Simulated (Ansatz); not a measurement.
**Where N_i (void) puts its levels in the gap of MgO (Fm-3m)**

Aim: at which Fermi levels does N_i (void) in MgO (Fm-3m) change its charge? The model is a cell of 54 host atoms with 1 N put in.

Method: place-levels on r2SCAN runs: charge-transition levels and formation energies with image-charge correction and potential alignment at the atomic sites; PAW set soft_1, in Ansatz 0.2.0.

Experimental background.

“Electronic structure of alkaline earth and post-transition metal oxides” (2009, arxiv:0908.1581) quotes from earlier work for MgO, rocksalt (bulk crystal): band gap (literature experimental gap) 7.83 eV [Literature value based on experiment; other listed experimental values range from 7.7 to …].

Most raw output is cut from this account.

In doubt: warnings of the run leave room for a lower electronic state (in some of the runs), so energies may not be the lowest and differences between runs may mislead.

## (1) The starting structure

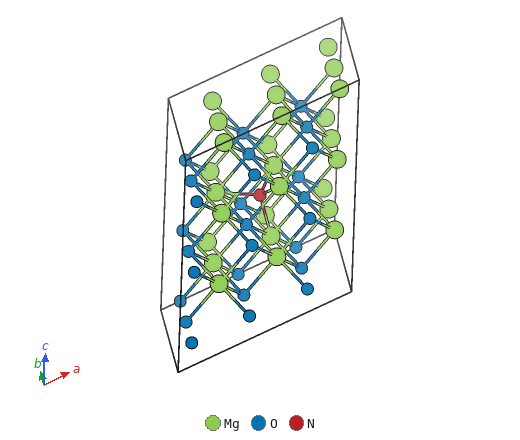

The starting structure, seen slightly off an axis (magnesium green, oxygen blue, nitrogen red). Bonds to atoms that aren't drawn are left out.

The cell holds 55 atoms: 27 Mg, 27 O and 1 N. Its edges and angles: a = 8.925 Å, b = 8.925 Å, c = 8.925 Å, α = 60.0°, β = 60.0°, γ = 60.0°. It derives from MgO (space group Fm-3m). Nearest the centre at fractional (0.250, 0.250, 0.917): N55 at 0.00 Å, Mg25 at 1.82 Å, O2 at 1.82 Å, Mg19 at 1.82 Å, O24 at 1.82 Å, O12 at 1.82 Å, Mg7 at 1.82 Å, Mg29 at 1.82 Å.

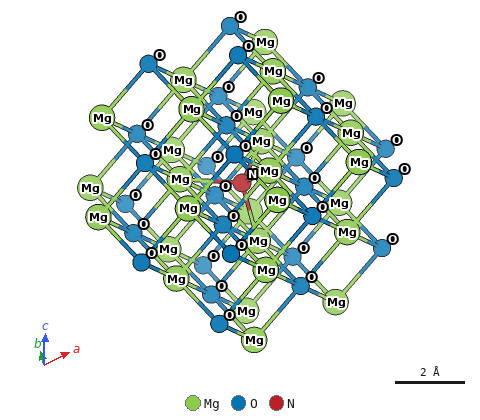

The atoms within 5 Å of the centre.

The host's dielectric constants go in as inputs: 3.24 for the electrons alone, 10.37 with the ions, from a response run on this crystal (DFPT, PBEsol) at that run's own cell.

The cell's shortest repeat is 8.9 Å.

## (2) Charge states

A transition level is the Fermi level at which two charge states cost the same, so each charge needs its own total energy, at its own relaxed structure.

Each atom starts 0.05 Å or so off its site in a random direction: a symmetric start keeps its symmetry, and would miss off-centre moves and Jahn–Teller distortions. Forces are taken at one point at (¼, ¼, ¼). The cell holds 1 electron more than the neutral one, with a uniform background that keeps it neutral on the whole.

The sampling was tested on the host first: at the k-points planned (1x1x1 shifted 0.25 0.25 0.25) its energy lies 0.020 eV an atom from the dense-mesh value, under the bound of 0.02 eV set for this test; that bounds the host's error, not the defect's.

One of the inputs; charge, spin and start change from state to state.

qm1.relax/input.yaml

```yaml
crystal:
  lattice:
    - [0.0, 6.31124291, 6.31124291]
    - [6.31124291, 0.0, 6.31124291]
    - [6.31124291, 6.31124291, 0.0]
  atoms:
    - { symbol: Mg, position: [0.0, 0.0, 0.0] }
    - { symbol: O, position: [0.16666667, 0.16666667, 0.16666667] }
    - { symbol: Mg, position: [0.0, 0.0, 0.33333333] }
    - { symbol: O, position: [0.16666667, 0.16666667, 0.5] }
    - { symbol: Mg, position: [0.0, 0.0, 0.66666667] }
    - { symbol: O, position: [0.16666667, 0.16666667, 0.83333333] }
    - { symbol: Mg, position: [0.0, 0.33333333, 0.0] }
    - { symbol: O, position: [0.16666667, 0.5, 0.16666667] }
    - { symbol: Mg, position: [0.0, 0.33333333, 0.33333333] }
    - { symbol: O, position: [0.16666667, 0.5, 0.5] }
    - { symbol: Mg, position: [0.0, 0.33333333, 0.66666667] }
    - { symbol: O, position: [0.16666667, 0.5, 0.83333333] }
    - { symbol: Mg, position: [0.0, 0.66666667, 0.0] }
    - { symbol: O, position: [0.16666667, 0.83333333, 0.16666667] }
    - { symbol: Mg, position: [0.0, 0.66666667, 0.33333333] }
    - { symbol: O, position: [0.16666667, 0.83333333, 0.5] }
    - { symbol: Mg, position: [0.0, 0.66666667, 0.66666667] }
    - { symbol: O, position: [0.16666667, 0.83333333, 0.83333333] }
    - { symbol: Mg, position: [0.33333333, 0.0, 0.0] }
    - { symbol: O, position: [0.5, 0.16666667, 0.16666667] }
    - { symbol: Mg, position: [0.33333333, 0.0, 0.33333333] }
    - { symbol: O, position: [0.5, 0.16666667, 0.5] }
    - { symbol: Mg, position: [0.33333333, 0.0, 0.66666667] }
    - { symbol: O, position: [0.5, 0.16666667, 0.83333333] }
    - { symbol: Mg, position: [0.33333333, 0.33333333, 0.0] }
    - { symbol: O, position: [0.5, 0.5, 0.16666667] }
    - { symbol: Mg, position: [0.33333333, 0.33333333, 0.33333333] }
    - { symbol: O, position: [0.5, 0.5, 0.5] }
    - { symbol: Mg, position: [0.33333333, 0.33333333, 0.66666667] }
    - { symbol: O, position: [0.5, 0.5, 0.83333333] }
    - { symbol: Mg, position: [0.33333333, 0.66666667, 0.0] }
    - { symbol: O, position: [0.5, 0.83333333, 0.16666667] }
    - { symbol: Mg, position: [0.33333333, 0.66666667, 0.33333333] }
    - { symbol: O, position: [0.5, 0.83333333, 0.5] }
    - { symbol: Mg, position: [0.33333333, 0.66666667, 0.66666667] }
    - { symbol: O, position: [0.5, 0.83333333, 0.83333333] }
    - { symbol: Mg, position: [0.66666667, 0.0, 0.0] }
    - { symbol: O, position: [0.83333333, 0.16666667, 0.16666667] }
    - { symbol: Mg, position: [0.66666667, 0.0, 0.33333333] }
    - { symbol: O, position: [0.83333333, 0.16666667, 0.5] }
    - { symbol: Mg, position: [0.66666667, 0.0, 0.66666667] }
    - { symbol: O, position: [0.83333333, 0.16666667, 0.83333333] }
    - { symbol: Mg, position: [0.66666667, 0.33333333, 0.0] }
    - { symbol: O, position: [0.83333333, 0.5, 0.16666667] }
    - { symbol: Mg, position: [0.66666667, 0.33333333, 0.33333333] }
    - { symbol: O, position: [0.83333333, 0.5, 0.5] }
    - { symbol: Mg, position: [0.66666667, 0.33333333, 0.66666667] }
    - { symbol: O, position: [0.83333333, 0.5, 0.83333333] }
    - { symbol: Mg, position: [0.66666667, 0.66666667, 0.0] }
    - { symbol: O, position: [0.83333333, 0.83333333, 0.16666667] }
    - { symbol: Mg, position: [0.66666667, 0.66666667, 0.33333333] }
    - { symbol: O, position: [0.83333333, 0.83333333, 0.5] }
    - { symbol: Mg, position: [0.66666667, 0.66666667, 0.66666667] }
    - { symbol: O, position: [0.83333333, 0.83333333, 0.83333333] }
    - { symbol: "N", position: [0.25, 0.25, 0.916667] }
  host:
    repeats: [3, 3, 3]
    atoms:
      - { symbol: Mg, position: [0.0, 0.0, 0.0] }
      - { symbol: O, position: [0.5, 0.5, 0.5] }
total_charge: -1
basis:
  ecutwfc: 500
  xc_grid: 2
hamiltonian:
  xc: r2scan
  pseudopotentials: { kind: paw, azcp: { folder: soft_1 } }
kpoints:
  mp_grid: { grid: [1, 1, 1], shift: [0.25, 0.25, 0.25] }
scf:
  occupations: { method: fixed }
  max_iter: 80
output:
  forces: true
  charged_corrections:
    epsilon: 3.24
    static_epsilon: 10.37
    defect_position: [0.25, 0.25, 0.916667]
relax:
  f_tol: 0.02
  max_steps: 80
  random_displacement: { amplitude: 0.05, seed: 9598 }
checkpoint:
  write: "../qm1.relax.run"
  compress: false
  write_wavefunctions: true
  write_every: 100000
```

On the command line:

```bash
ansatz run input.yaml --threads 4 --pin off --max-ram 7536MiB --backend cpu --events-out ev --progress --plain --runs-dir out
```

Defect states can disperse in a cell of this size, so the energy is taken again at a 2×2×2 shifted mesh, on the relaxed structure.

The run of this state that the levels use, under r2SCAN:

qm1.point/input.yaml

```yaml
crystal:
  checkpoint: "../qm1.relax.run"
  host: checkpoint
total_charge: -1
basis:
  ecutwfc: 500
  xc_grid: 2
hamiltonian:
  xc: r2scan
  pseudopotentials: { kind: paw, azcp: { folder: soft_1 } }
kpoints:
  mp_grid: { grid: [2, 2, 2], shift: [0.5, 0.5, 0.5] }
scf:
  occupations: { method: fermi_dirac, width: 0.01 }
  max_iter: 80
output:
  forces: true
  eigenvalues: true
  charged_corrections:
    epsilon: 3.24
    static_epsilon: 10.37
    defect_position: [0.25, 0.25, 0.916667]
  eigenstates: { localisation: true }
  populations: true
  band_densities: [{ bands: [v1, v1] }, { bands: [c1, c1] }]
  write_density: true
  write_potential: true
  volumetric_format: npy
  elf: true
checkpoint:
  read: "../qm1.relax.run"
  write: "../qm1.point.run"
  compress: false
  write_wavefunctions: false
  write_every: 100000
```

Relaxations under r2SCAN at one point at (¼, ¼, ¼); times on 4 threads of Arm Neoverse V2, shared host:

| charge | moment (μB) | occupations | outcome | steps | largest displacement against the far atoms (Å) | time |
| --- | --- | --- | --- | --- | --- | --- |
| −1 | 0 | fixed | converged | 17 | 1.42 | 3.6 min |
| 0 | 1 | fixed | converged | 15 | 1.27 | 6.1 min |
| +1 | 0 | fixed | converged | 16 | 1.35 | 3.1 min |
| +1 | 2 | fixed | converged | 13 | 1.26 | 5.3 min |

Single points under r2SCAN at a 2×2×2 shifted mesh; times on 4 threads of Arm Neoverse V2, shared host:

| charge | moment (μB) | occupations | outcome | time |
| --- | --- | --- | --- | --- |
| −1 | 0 | fermi-dirac | converged | 58 s |
| 0 | 1 | fermi-dirac | converged | 2.1 min |
| +1 | 0 | fermi-dirac | converged | 61 s |
| +1 | 2 | fermi-dirac | converged | 2.2 min |

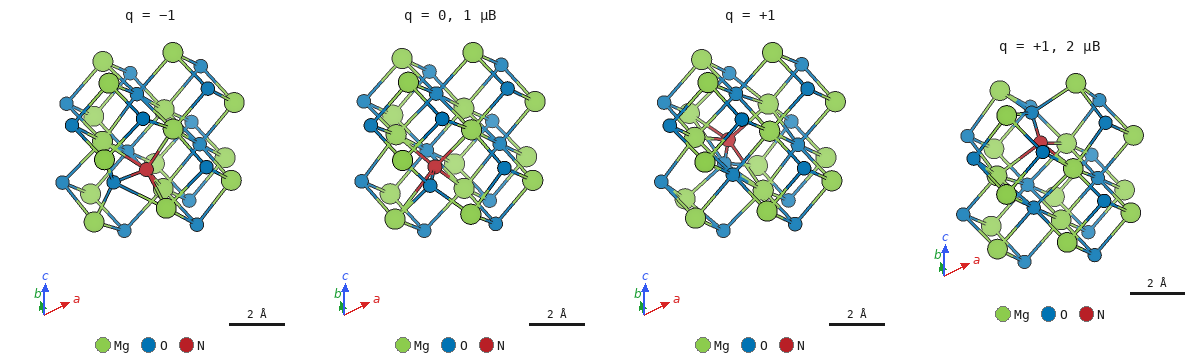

The structures near the centre after relaxation with r2SCAN, by charge.

Distances (Å) from N55 to the nearest atoms after relaxation with r2SCAN:

| charge | moment (μB) | 1. | 2. | 3. | 4. | 5. | 6. |
| --- | --- | --- | --- | --- | --- | --- | --- |
| −1 | 0 | O 1.45 | Mg 1.90 | Mg 1.90 | Mg 2.03 | Mg 2.06 | O 2.48 |
| 0 | 1 | O 1.34 | Mg 1.94 | Mg 1.94 | Mg 2.08 | Mg 2.40 | O 2.49 |
| +1 | 0 | O 1.26 | Mg 1.95 | Mg 1.95 | Mg 2.33 | Mg 2.34 | O 2.44 |
| +1 | 2 | O 1.24 | Mg 2.02 | Mg 2.05 | Mg 2.05 | O 2.57 | O 2.57 |

## (3) Placing the levels, r2SCAN

A charged cell interacts with its images and the background, and its potential has another zero than the host's. place-levels removes the first by a point-charge model, screened by the static dielectric constant since the ions have relaxed around the charge, and the second by comparing potentials at atoms far from the defect.

The host is a run of the defect-free crystal in the same cutoffs, grids and k-points, so that basis and sampling errors cancel in part in the differences. The host is run in a cell of 2 atoms on a matching mesh. Its band edges are searched through the zone by a band path, so the gap is smaller than, or equal to, that on the mesh. Chemical potentials are energies per atom of N (N2 molecule), run with the same functional and cutoff.

levels.point.yaml

```yaml
host:
  run: host.point.run
states: [qm1.point.run, q0_M1.point.run, qp1.point.run, qp1_M2.point.run]
geometry_from:
  qm1.point.run: qm1.relax.run
  q0_M1.point.run: q0_M1.relax.run
  qp1.point.run: qp1.relax.run
  qp1_M2.point.run: qp1_M2.relax.run
chemical_potentials:
  "N":
    energy: -384.814403
    dataset: "<sha256 of the dataset>"
epsilon: 3.24
static_epsilon: 10.37
vertical:
  - { from: qm1.point.run, to: qm1.point_neutral.run }
  - { from: qp1.point.run, to: qp1.point_neutral.run }
  - { from: qp1_M2.point.run, to: qp1_M2.point_neutral.run }
```

On the command line:

```bash
ansatz place-levels levels.point.yaml -- --threads 4 --pin off --max-ram 7536MiB
```

Wall time 0.37 s (4 threads of Arm Neoverse V2, shared host).

Levels between the charges placed, in eV above the valence top:

|  | gap (eV) | (+1/0) | (0/−1) |
| --- | --- | --- | --- |
| r2SCAN | 5.68 | 1.76 | 3.17 |

Corrections by state:

| charge | moment (μB) | image terms and alignment (eV) | band filling (eV) | ε used | over the lowest of its charge, as the program ranks them, band filling apart (eV) |
| --- | --- | --- | --- | --- | --- |
| +1 | 2.0 | 0.443 | - | 10.37 | 0.000 |
| 0 | 1.0 | 0.000 | - | - | 0.000 |
| −1 | 0.0 | 0.096 | - | 10.37 | 0.000 |
| +1 | 0.0 | 0.426 | - | 10.37 | 0.851 |

The charged structures listed were also run neutral, and place-levels reads from each pair, by the potential or the spins, how wide the charge is by which they differ; that can be the carrier of either run.

| charge | rms radius (Å) | spread where it is widest against the cell (Å) | wide from (Å) | reading |
| --- | --- | --- | --- | --- |
| +1 | 1.0 | 0.96 | 1.26 | narrow |
| −1 | 0.8 | 0.77 | 1.26 | narrow |

The neutral runs of these pairs need not share the spin of the lowest neutral state, and very wide values only mean spread over the cell.

From the program's caveats on the states, each cut to its opening words:

- charge +1 (2 μB): its alignment with the host at atomic sites is doubtful: the mean over the far sites moves by +0.0957 eV from their farther parts to their nearer, more than [...]
- charge +1 (2 μB), +1: its displacements don't fall off away from the defect: farther atoms stand 0.024 Å off the host's places
- charge +1 (2 μB), 0 (1 μB): flagged: stability check not made
- charge 0 (1 μB): its alignment with the host at atomic sites is doubtful: the mean over the far sites moves by +0.1321 eV from their farther parts to their nearer, more than [...]
- charge 0 (1 μB): its displacements don't fall off away from the defect: farther atoms stand 0.02 Å off the host's places
- charge −1: its alignment with the host at atomic sites is doubtful: the mean over the far sites moves by +0.1226 eV from their farther parts to their nearer, more than [...]
- charge +1: its alignment with the host at atomic sites is doubtful: the mean over the far sites moves by +0.0692 eV from their farther parts to their nearer, more than [...]

The host's formation energy from the elements is -2.963 eV per atom; it sets how far the chemical potentials can move.

Limit set by the element alone; other compounds of these elements are not counted. Chemical potentials from the elements' reference states: Mg 0.00 eV, O -5.93 eV, N 0.00 eV. Formation energies (Mg-rich), with the Fermi level at the valence top and at the conduction bottom (gap 5.68 eV):

| charge | at valence top (eV) | at conduction bottom (eV) | correction included (eV) |
| --- | --- | --- | --- |
| +1 | 4.87 | 10.55 | 0.44 |
| 0 | 6.63 | 6.63 | 0.00 |
| −1 | 9.81 | 4.13 | 0.10 |

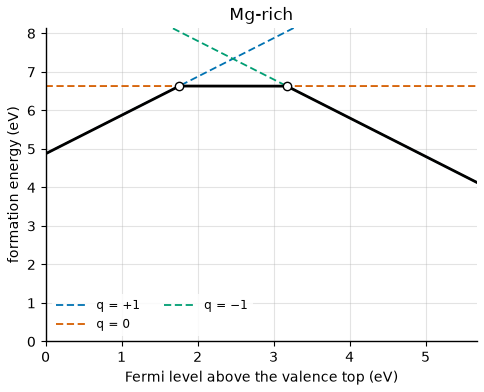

Formation energy against Fermi level; the thick line follows the lowest charge state and circles mark the transition levels.

Limit set by the element alone; other compounds of these elements are not counted. Chemical potentials from the elements' reference states: O 0.00 eV, Mg -5.93 eV, N 0.00 eV. Formation energies (O-rich), with the Fermi level at the valence top and at the conduction bottom (gap 5.68 eV):

| charge | at valence top (eV) | at conduction bottom (eV) | correction included (eV) |
| --- | --- | --- | --- |
| +1 | 4.87 | 10.55 | 0.44 |
| 0 | 6.63 | 6.63 | 0.00 |
| −1 | 9.81 | 4.13 | 0.10 |

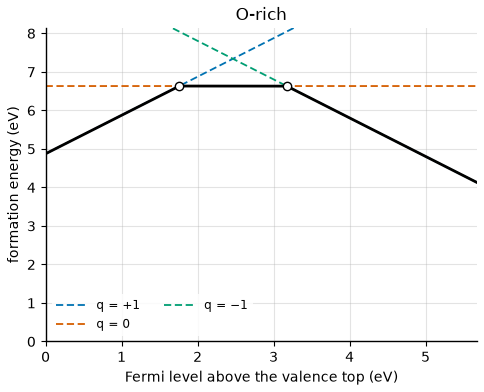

Formation energy against Fermi level; the thick line follows the lowest charge state and circles mark the transition levels.

## (4) Effect of the sampling

The relaxations' own energies give the levels at their sampling, for comparison.

levels.relax_mesh.yaml

```yaml
host:
  run: host.relax.run
states: [qm1.relax.run, q0_M1.relax.run, qp1.relax.run, qp1_M2.relax.run]
chemical_potentials:
  "N":
    energy: -384.814403
    dataset: "<sha256 of the dataset>"
```

On the command line:

```bash
ansatz place-levels levels.relax_mesh.yaml -- --threads 4 --pin off --max-ram 7536MiB
```

Wall time 0.11 s (4 threads).

Levels between neighbouring charges, in eV above the valence top:

|  | gap (eV) | (+1/0) | (0/−1) |
| --- | --- | --- | --- |
| one point at (¼, ¼, ¼) | 5.66 | 1.72 | 3.08 |
| a 2×2×2 shifted mesh | 5.68 | 1.76 | 3.17 |

Going from one point at (¼, ¼, ¼) to a 2×2×2 shifted mesh moves the levels that carry no band-filling term by up to 0.10 eV and formation energies against the elements by up to 0.14 eV.

## (5) What came out

```yaml
gap_of_the_host: 5.68 eV (r2SCAN)
level_plus_1_over_0: 1.76 eV above the valence top
level_0_minus_1: 3.17 eV above the valence top
lowest_of_the_charges_placed_just_above_the_valence_top_0p02_ev: +1
lowest_of_the_charges_placed_just_below_the_conduction_bottom_0p02_ev: −1
lowest_formation_energy_at_mid_gap_of_the_charges_run_mg_rich: 6.63 eV
lowest_formation_energy_at_mid_gap_of_the_charges_run_o_rich: 6.63 eV
```

In words: Of the charges placed (−1, 0 and +1), the lowest changes at 1.76 eV (+1/0) and 3.17 eV (0/−1) above the valence top, in a gap of 5.68 eV. Charges above +1 and below −1 were not placed, so these runs say nothing of levels that involve them. States placed: +1 at 2 μB and 0 μB; 0 at 1 μB; −1 at 0 μB. Other spin states or structures, where not listed, weren't placed. At charge −1, 0 and +1 the atom put in ends up to 1.4 Å from its starting place, so the name tells the start alone and the levels can join different sites. N is taken at its element; compounds, which aren't counted here, bound the chemical potentials and would shift these formation energies. Going from one point at (¼, ¼, ¼) to a 2×2×2 shifted mesh moves the levels that carry no band-filling term by up to 0.10 eV and formation energies against the elements by up to 0.14 eV. The program doubts the alignment of potentials for at least one state, a sign that the cell is small. Keep in mind: the images are only 8.9 Å apart; r2SCAN makes the gap too small and tends to spread out bound carriers; where a gas molecule sets a chemical potential or the host's formation energy, its binding is uncorrected; force components of up to 0.17 eV/Å remain in a run at the final settings.

Computed beside measured:

```
                             quantity  measured           r2SCAN
band gap (least gap of the host) (eV)      7.83  5.68 (-2.15 eV)
```

Measured values from arxiv:0908.1581 (2009).

How well it matches: The band gap is off by -2.15 eV. Local and semilocal functionals usually give gaps below the measured ones. Zero-point and thermal motion shift the measured gap.

[Logs are printed without paths, hosts, clocks, repeated set-up lines and the standing remarks that a program may print on its own settings, such as how far it seeks lower states.]

[Hosts, paths, dates, database ids (printed as entryN), source tags and the programs' standing remarks are cut or masked in the printed files.]

[Where a table of states has a column of steps, it counts the stored structures, which are thinned; the runs took as many ionic steps or more.]

[A defect's name tells the site on which it was built; relaxed atoms can leave that site.]

[For some hosts the program warned that the k-mesh of the response run may be too coarse for force constants and the static dielectric constant; such warnings are not shown here.]
